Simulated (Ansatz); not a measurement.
AlCu3: geometry relaxation (part 2 of 2)

Continued. System: AlCu3 (8 atoms in the cell). Method: DFT LDA, scalar-relativistic, plane waves, PAW, no spin polarisation (Ansatz 0.2.0); cutoff 420 eV, 12×12×8 k-mesh, Fermi–Dirac smearing of 0.15 eV. The structure derives from a Materials Project entry. It belongs to a series of runs on one base structure; here: cell and atoms relaxed tightly for response.

Geometry of the input (Å; fractional positions):
```
5.0805  0.0000  0.0000
-2.5403  4.3998  0.0000
0.0000  0.0000  4.1298
Al 0.6667  0.3333  0.2500
Al 0.3333  0.6667  0.7500
Cu 0.3304  0.1652  0.7500
Cu 0.8348  0.1652  0.7500
Cu 0.8348  0.6696  0.7500
Cu 0.6696  0.8348  0.2500
Cu 0.1652  0.8348  0.2500
Cu 0.1652  0.3304  0.2500
```

```
basis re-selected at this cell: Δ(F+E_penalty+E_count) = -2.770e-5 eV, ΔP = +0.000 GPa vs the last step (what re-selecting the basis moved, of the pressure what is left beyond the Pulay correction that the steps carried, after the strain that the cell walked since its last selection, with what the two solves' SCF thresholds leave and, on support functions, any second-order correction that the steps lacked; it is no measure of the basis error at this ecutwfc). This SCF's stress stands 1.67e-3 GPa from its target on what of the cell is left free (relax.cell.stress_tol is 1.00e-2 GPa) and its largest allowed force component is 8.17e-5 eV/Å (relax.f_tol is 1.00e-3 eV/Å): within both
SCF converged after 9 iterations
Free energy (F): -40361.837315 eV
Harris-Foulkes:  -40361.837315 eV  (|F-HF|=1.46e-11)
Internal energy: -40361.659250 eV  (E = F + TS)
E sigma→0 (E₀):  -40361.748282 eV
Entropy (-TS):   -0.178065 eV (-22.258 meV/atom)
Fermi energy:    15.918550 eV
--- Per-component energies (eV) ---
  E_band       = -2249.137270
  E_kinetic    = 1859.637902
  E_local      = -27611.924937  (includes V_loc(G=0)·N_el)
  E_nonlocal   = 2374.075726
  E_hartree    = 12295.910688
  E_xc         = -621.899569
  E_vxc        = -763.224358  (∫ρ·V_xc dr)
  E_paw        = -10434.849819  (= ΣΔE_a)
  E_vpaw       = -2699.524255  (= ΣTr[D̂ρ^β])
  E_aug_tail   = 0.001274  (compensation charges beyond the density's cutoff)
  E_ewald      = -18225.419908
  E_core_change = 2.809394  (= ΣΔE_core)
  E_smearing   = -0.178065  (= −TS)
  E_closure    = -0.000000  (closes the sum)
  Σ components = -40361.837315   (vs F -40361.837315, Δ=0.00e0)
--- Forces (eV/Å), atoms counted from 1 ---
  atom   1  Al     0.00000000     0.00000000     0.00000000
  atom   2  Al    -0.00000000    -0.00000000    -0.00000000
  atom   3  Cu     0.00007072     0.00004083    -0.00000000
  atom   4  Cu    -0.00007072     0.00004083    -0.00000000
  atom   5  Cu    -0.00000000    -0.00008166     0.00000000
  atom   6  Cu    -0.00007072    -0.00004083     0.00000000
  atom   7  Cu     0.00007072    -0.00004083     0.00000000
  atom   8  Cu     0.00000000     0.00008166    -0.00000000
  max |Σ_I F_I| component: 5.20e-18 eV/Å
--- Stress (GPa, compression-positive) ---
        0.001287       0.000000      -0.000000
        0.000000       0.001287      -0.000000
       -0.000000      -0.000000       0.001674
  P = ⅓ Tr σ = 0.0014 GPa (0.014 kbar)
--- Band table (eV; the first three rows and the last of 95) ---
  k-point 0: bands = ["-96.5566", "-96.5460", "-96.5460", "-96.5453", "-96.5404", "-96.5404", "-54.4115", "-54.4114", "-54.4114", "-54.4000", "-54.4000", "-54.3866", "-54.3817", "-54.3817", "-54.3749", "-54.3570", "-54.3566", "-54.3398", "-54.3398", "-54.3262", "-54.2919", "-54.2919", "-54.2878", "-54.2878", "4.8903", "9.3724", "10.4895", "10.4895", "10.5789", "10.6549", "10.6958", "10.9857", "10.9857", "11.3531", "11.3531", "11.4450", "11.4450", "12.0386", "12.0410", "12.0469", "12.1660", "12.1660", "12.3231", "12.3231", "12.7800", "12.7800", "12.8740", "12.8740", "13.0668", "13.0668", "13.0964", "13.0964", "13.2745", "13.5918", "13.6350", "13.6971", "14.0185", "14.5661", "14.5661", "15.1239", "15.8731", "15.8731", "17.6392", "20.8458", "21.7354", "21.7354", "21.8231", "21.8231", "22.9103", "23.2697", "23.2697", "24.1892", "24.6949"]
  k-point 1: bands = ["-96.5562", "-96.5458", "-96.5458", "-96.5457", "-96.5406", "-96.5406", "-54.4139", "-54.4139", "-54.4091", "-54.4021", "-54.4021", "-54.3855", "-54.3771", "-54.3771", "-54.3751", "-54.3581", "-54.3565", "-54.3397", "-54.3397", "-54.3285", "-54.2918", "-54.2918", "-54.2880", "-54.2880", "5.0320", "9.2870", "10.4351", "10.5201", "10.5201", "10.6210", "10.7798", "10.9951", "10.9951", "11.3479", "11.3479", "11.4108", "11.4108", "11.7175", "12.0916", "12.3254", "12.3254", "12.3899", "12.3899", "12.4289", "12.7566", "12.7637", "12.7637", "12.8162", "12.8162", "13.0955", "13.0955", "13.1322", "13.1322", "13.5405", "13.6171", "13.6937", "14.0575", "14.4829", "14.4829", "15.1835", "15.8199", "15.8199", "18.5350", "20.2794", "20.7173", "20.7173", "20.9789", "20.9789", "21.9831", "24.4443", "24.4443", "25.0260", "25.8150"]
  k-point 2: bands = ["-96.5550", "-96.5470", "-96.5452", "-96.5452", "-96.5412", "-96.5412", "-54.4179", "-54.4179", "-54.4073", "-54.4073", "-54.4025", "-54.3823", "-54.3761", "-54.3673", "-54.3673", "-54.3613", "-54.3559", "-54.3401", "-54.3401", "-54.3349", "-54.2914", "-54.2914", "-54.2885", "-54.2885", "5.4520", "8.9126", "10.0824", "10.4190", "10.5903", "10.5903", "10.9564", "10.9564", "11.0937", "11.3004", "11.3004", "11.5493", "11.5493", "11.5550", "12.1274", "12.2390", "12.3767", "12.3767", "12.6463", "12.6997", "12.6997", "12.7197", "12.7197", "12.8255", "12.8255", "13.1008", "13.1008", "13.3107", "13.3107", "13.3454", "13.6224", "13.6843", "14.2285", "14.2285", "14.2527", "15.2129", "15.6253", "15.6253", "19.3858", "19.5065", "19.5065", "19.7743", "19.7743", "20.3163", "20.8460", "26.0174", "26.0174", "26.7276", "27.7998"]
  k-point 94: bands = ["-96.5476", "-96.5476", "-96.5466", "-96.5466", "-96.5432", "-96.5432", "-54.4149", "-54.4149", "-54.4058", "-54.4058", "-54.3872", "-54.3872", "-54.3720", "-54.3720", "-54.3518", "-54.3518", "-54.3456", "-54.3456", "-54.3246", "-54.3246", "-54.3240", "-54.3240", "-54.2933", "-54.2933", "8.7920", "8.7920", "9.1499", "9.1499", "9.7834", "9.7834", "11.1470", "11.1470", "11.4687", "11.4687", "11.5758", "11.5758", "11.5994", "11.5994", "11.7249", "11.7249", "12.0606", "12.0606", "12.3403", "12.3403", "12.3757", "12.3757", "12.7113", "12.7113", "12.7644", "12.7644", "13.1153", "13.1153", "13.2141", "13.2141", "13.4096", "13.4096", "13.5017", "13.5017", "13.7625", "13.7625", "17.8230", "17.8230", "19.2129", "19.2129", "20.5523", "20.5523", "24.8756", "24.8756", "25.2941", "25.2941", "25.8482", "25.8482", "26.1767"]
--- Relaxed structure (3 steps of the walk, 3 accepted, 1 SCFs on fresh bases) ---
  F+E_penalty+E_count = -40361.83731452 eV   max|allowed force component| = 8.166e-5 eV/Å   (the final SCF, on the basis selected at the relaxed cell)
  cell:  # Å, volume = 92.3749 Å³
    - [5.0834554824708365, -2.8884150650990007e-11, 6.670262969956568e-21]
    - [-2.5417277412104036, 4.402401586841466, -3.3351314849436954e-21]
    - [5.422035961646411e-21, 1.657195572485067e-33, 4.127672681774119]
  atoms:
    - { symbol: Al, position: [0.6666666666666666, 0.3333333333333333, 0.24999999999999997] }
    - { symbol: Al, position: [0.33333333333333326, 0.6666666666666666, 0.7499999999999999] }
    - { symbol: Cu, position: [0.3303281459757053, 0.16516407298785266, 0.7499999999999999] }
    - { symbol: Cu, position: [0.8348359270121475, 0.16516407298785266, 0.7499999999999999] }
    - { symbol: Cu, position: [0.8348359270121474, 0.6696718540242946, 0.7499999999999999] }
    - { symbol: Cu, position: [0.6696718540242946, 0.8348359270121473, 0.24999999999999997] }
    - { symbol: Cu, position: [0.16516407298785268, 0.8348359270121474, 0.24999999999999997] }
    - { symbol: Cu, position: [0.16516407298785268, 0.33032814597570537, 0.24999999999999997] }
```

## Trajectory as extended XYZ (Å, eV, eV/Å), 4 frames, from step=1 to step=4
```
8
Lattice="5.0805 0.0000 0.0000 -2.5403 4.3998 0.0000 0.0000 0.0000 4.1298" Properties=species:S:1:pos:R:3:forces:R:3 step=1 energy=-40361.83726 pressure_GPa=0.11
Al    2.5403    1.4666    1.0324    0.0000   0.0000   0.0000
Al    0.0000    2.9332    3.0973    0.0000   0.0000   0.0000
Cu    1.2588    0.7268    3.0973   -0.0007  -0.0004   0.0000
Cu    3.8217    0.7268    3.0973    0.0007  -0.0004   0.0000
Cu    2.5403    2.9463    3.0973    0.0000   0.0008   0.0000
Cu    1.2815    3.6731    1.0324    0.0007   0.0004   0.0000
Cu   -1.2815    3.6731    1.0324   -0.0007   0.0004   0.0000
Cu    0.0000    1.4535    1.0324    0.0000  -0.0008   0.0000
8
Lattice="5.0818 0.0000 0.0000 -2.5409 4.4010 0.0000 0.0000 0.0000 4.1291" Properties=species:S:1:pos:R:3:forces:R:3 step=2 energy=-40361.83728 pressure_GPa=0.05
Al    2.5409    1.4670    1.0323    0.0000   0.0000   0.0000
Al    0.0000    2.9340    3.0969    0.0000   0.0000   0.0000
Cu    1.2591    0.7269    3.0969   -0.0005  -0.0003   0.0000
Cu    3.8227    0.7269    3.0969    0.0005  -0.0003   0.0000
Cu    2.5409    2.9471    3.0969    0.0000   0.0006   0.0000
Cu    1.2818    3.6740    1.0323    0.0005   0.0003   0.0000
Cu   -1.2818    3.6740    1.0323   -0.0005   0.0003   0.0000
Cu    0.0000    1.4538    1.0323    0.0000  -0.0006   0.0000
8
Lattice="5.0835 0.0000 0.0000 -2.5417 4.4024 0.0000 0.0000 0.0000 4.1277" Properties=species:S:1:pos:R:3:forces:R:3 step=3 energy=-40361.83729 pressure_GPa=0.00
Al    2.5417    1.4675    1.0319    0.0000   0.0000   0.0000
Al    0.0000    2.9349    3.0958    0.0000   0.0000   0.0000
Cu    1.2594    0.7271    3.0958    0.0001   0.0000   0.0000
Cu    3.8240    0.7271    3.0958   -0.0001   0.0000   0.0000
Cu    2.5417    2.9482    3.0958    0.0000  -0.0001   0.0000
Cu    1.2823    3.6753    1.0319   -0.0001   0.0000   0.0000
Cu   -1.2823    3.6753    1.0319    0.0001   0.0000   0.0000
Cu    0.0000    1.4542    1.0319    0.0000   0.0001   0.0000
8
Lattice="5.0835 0.0000 0.0000 -2.5417 4.4024 0.0000 0.0000 0.0000 4.1277" Properties=species:S:1:pos:R:3:forces:R:3 step=4 energy=-40361.83731 pressure_GPa=0.00
Al    2.5417    1.4675    1.0319    0.0000   0.0000   0.0000
Al    0.0000    2.9349    3.0958    0.0000   0.0000   0.0000
Cu    1.2594    0.7271    3.0958    0.0001   0.0000   0.0000
Cu    3.8240    0.7271    3.0958   -0.0001   0.0000   0.0000
Cu    2.5417    2.9482    3.0958    0.0000  -0.0001   0.0000
Cu    1.2823    3.6753    1.0319   -0.0001   0.0000   0.0000
Cu   -1.2823    3.6753    1.0319    0.0001   0.0000   0.0000
Cu    0.0000    1.4542    1.0319    0.0000   0.0001   0.0000
```

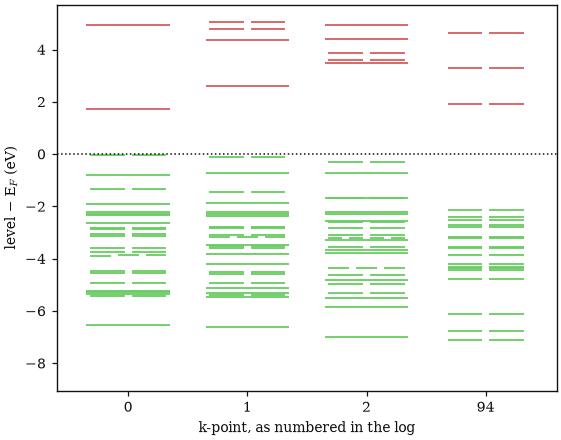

Kohn–Sham levels near the Fermi level (dotted) at the few k-points that the log prints; levels within 0.02 eV of each other stand side by side. The system is metallic on the full mesh.
